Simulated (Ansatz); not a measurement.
C: several calculations on one system

### Relaxation

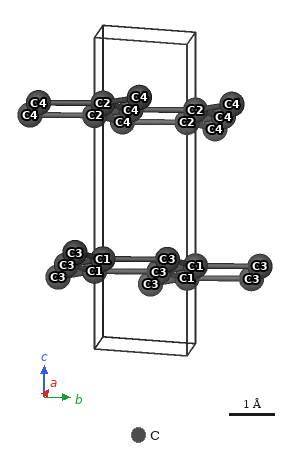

A crystal of C (set up in P6_3/mmc), before the relaxation. The picture is a ball-and-stick view of the cell of the calculation, seen from a free direction.

Case: biaxial strain in the a-b plane of +1.5 %; c and atoms relaxed.

Theory: DFT r2SCAN, scalar-relativistic, plane waves, PAW (Ansatz).

Input file:
```yaml
crystal:
  lattice:
    - [2.4926452998, 0.0, 0.0]
    - [-1.2463226499, 2.1586941522, 0.0]
    - [0.0, 0.0, 6.9730990672]
  atoms:
    - { symbol: C, position: [0.0, 0.0, 0.25] }
    - { symbol: C, position: [0.0, 0.0, 0.75] }
    - { symbol: C, position: [0.3333333333, 0.6666666667, 0.25] }
    - { symbol: C, position: [0.6666666667, 0.3333333333, 0.75] }
basis:
  ecutwfc: 500
kpoints:
  mp_grid: { grid: [24, 24, 8] }
hamiltonian:
  xc: r2scan
scf:
  occupations: { method: gaussian, width: 0.1 }
output:
  forces: true
  stress: true
  eigenvalues: true
relax:
  adjacent_minimum: "off"
  f_tol: 0.008
  max_steps: 40
  cell: { stress_tol: 0.015, fix: [a, b, gamma] }
```

Launched with:
```bash
ansatz run input.yaml --threads 1 --pin off --max-ram 2560MiB --backend cpu --events-out ev --progress --plain --runs-dir out
```

Where does the relaxation end?

Answer. After 3 accepted moves (4 points after the start) the energy has fallen by 0.2 meV per atom. All forces vanish by symmetry, so only the cell relaxes. The pressure goes from −11.41 to −11.33 GPa. At 1 point the geometry stayed and the basis and grid were re-selected for the new cell (energy shift of less than 0.05 meV per atom at most each time). The atoms keep their places relative to the cell (all moves are under 0.005 Å). The drawn cell changes as follows: a = b unchanged at 2.493 Å, c 6.973 → 7.080 Å (+1.5 %); the volume changes by +1.5 %. The space group stays P6_3/mmc (No. 194).

After the run, drawn alike:

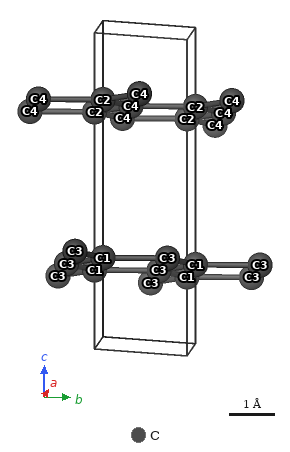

Limits of the set-up: layers or molecules are held without a dispersion correction, so their spacing is unreliable.

### Relaxation

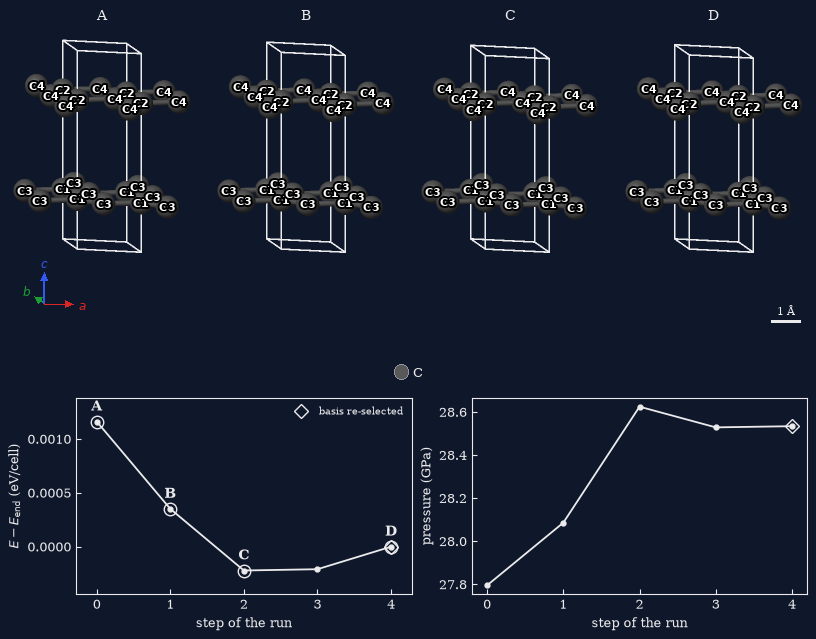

Frames of a relaxation of crystalline C (set up in P6_3/mmc), marked on the history of the run. The picture is a ball-and-stick view of the cell of the calculation, seen slightly off an axis.

Case: biaxial strain in the a-b plane of -3.0 %; c and atoms relaxed.

Method: Ansatz, DFT r2SCAN, scalar-relativistic, plane waves, PAW. (plane-wave cutoff 500 eV; k-point mesh 24 × 24 × 8; occupations gaussian; smearing width 0.1 eV; no spin polarisation; cell relaxed at fixed a, b, gamma; force threshold 0.008 eV/Å; at most 40 steps)

**What happens along the run?**

The atoms keep their places relative to the cell (all moves are under 0.005 Å). The volume changes by −2.2 %, with a = b unchanged at 2.382 Å, c 7.163 → 7.004 Å (−2.2 %). The space group stays P6_3/mmc (No. 194). The energy falls by 1.2 meV per cell of the calculation in 3 accepted moves (4 points after the start). All forces vanish by symmetry, so only the cell relaxes. Pressure: 27.80 GPa at the start and 28.53 GPa at the end. At 1 point the geometry stayed and the basis and grid were re-selected for the new cell (energy shift of 0.2 meV per cell of the calculation at most each time). From step 0 to 1: volume −0.9 %, energy −0.8 meV per cell of the calculation. From step 1 to 2: volume −1.6 %, energy −0.6 meV per cell of the calculation. From step 2 to 4: volume +0.3 %, energy +0.2 meV per cell of the calculation.

Limits of the set-up: layers or molecules are held without a dispersion correction, so their spacing is unreliable.

### Series

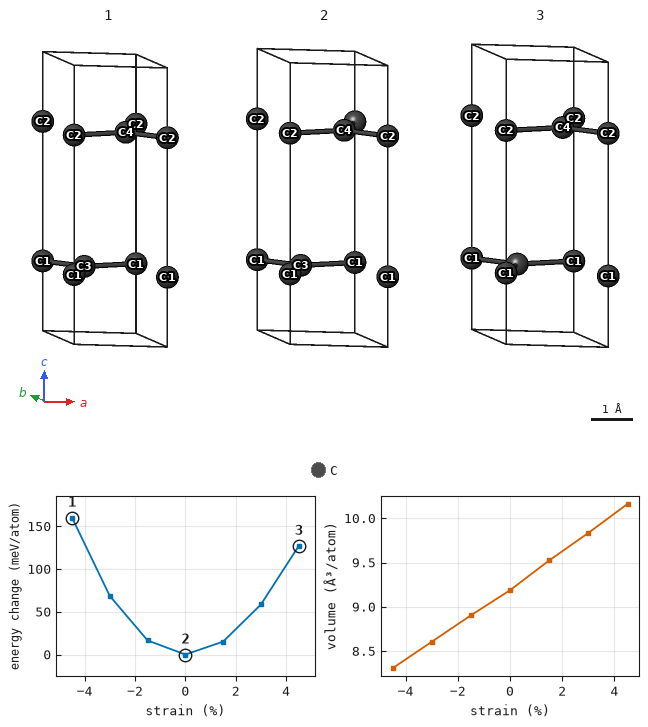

Members of a series of calculations on solid C (set up in P6_3/mmc), marked on the first curve. The picture is a ball-and-stick view of the cell of the calculation, seen slightly off an axis.

Computed with DFT r2SCAN, scalar-relativistic, plane waves, PAW in Ansatz 0.2.0. Settings: plane-wave cutoff 500 eV; k-point mesh 24 × 24 × 8; occupations gaussian; smearing width 0.1 eV; no spin polarisation.

Q: Describe the series.

A: Biaxial strain in the a–b plane, c and atoms relaxed. 1 (strain −4.5 %): energy change 160 meV/atom, volume 8.31 Å³ per atom. 2 (strain 0.0 %): energy change 0.0 meV/atom, volume 9.19 Å³ per atom. 3 (strain 4.5 %): energy change 127 meV/atom, volume 10.16 Å³ per atom. The rest compares 1 with 3. Cell: a = b 2.345 → 2.566 Å (+9.4 %), c 6.975 → 7.127 Å (+2.2 %). Volume +22.3 %. Among the bonded contacts that change: C–C 1.354 → 1.482 Å.

Limits of the set-up: layers or molecules are held without a dispersion correction, so their spacing is unreliable.
